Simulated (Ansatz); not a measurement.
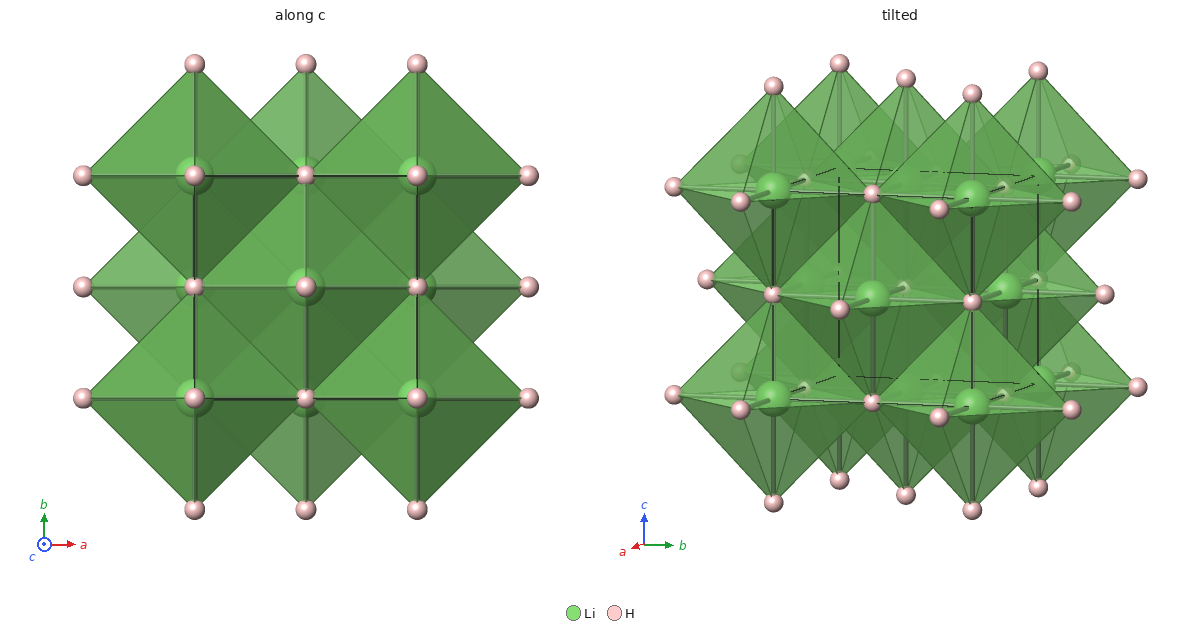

An orthographic polyhedral view of the structure, along the c axis and slightly off an axis. Thin lines show the conventional unit cell, with boundary atoms drawn in all their periodic places. Some neighbours outside the box are added.

LiH, space group Fm-3m (No. 225), a = 4.09 Å, b = 4.09 Å, c = 4.09 Å, α = 90.00°, β = 90.00°, γ = 90.00°.

Computational set-up: DFT, PBE, plane waves, PAW (Ansatz 0.2.0), a 420 eV plane-wave basis, k-points about 0.27 Å⁻¹ apart, Fermi-Dirac smearing of 0.02 eV, no spin polarisation.

Question: What is the band gap, if any?

Answer: An insulator at this level, with a gap of 3.03 eV, direct.

Question: State the hydrostatic pressure.

Answer: The computed pressure is -2.1 GPa (stretched: it would shrink).

The structure comes from a structure type filled with these elements by a generator (whether the compound takes this form wasn't checked). The cell was then strained or its atoms displaced on purpose. It was run through Ansatz as a DFT input.
